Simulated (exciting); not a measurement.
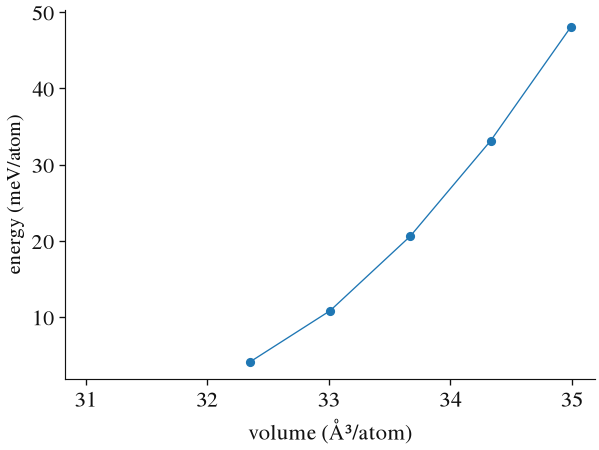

Plotted: energy against volume for Y, space group P6_3/mmc (No. 194).

Cell as given: a = 3.647 Å, b = 3.647 Å, c = 5.731 Å, α = 90.00°, β = 90.00°, γ = 120.00°; 2 atoms.

How it was computed, with exciting sodium: all-electron LAPW DFT, no spin polarisation; energies at scaled volumes of the given cell, shape and fractions fixed, counted from the fit's minimum, third-order Birch-Murnaghan fit. Level: PBEsol.

- k mesh: 8×8×5
- occupations: Fermi–Dirac
- smearing width: 0.05 eV
- potentials: all electron LAPW+lo, shipped species files
- program settings: rgkmax 9

The points at volume 31.03 Å³/atom and 31.69 Å³/atom are left out of the plot. What values does the calculation give there?

```tsv
volume (Å³/atom)	energy (meV/atom)
31.03	0.43
31.69	0.48
```

Note: shape and atomic fractions are frozen while scaling, which makes layered, chain and framework solids too stiff.
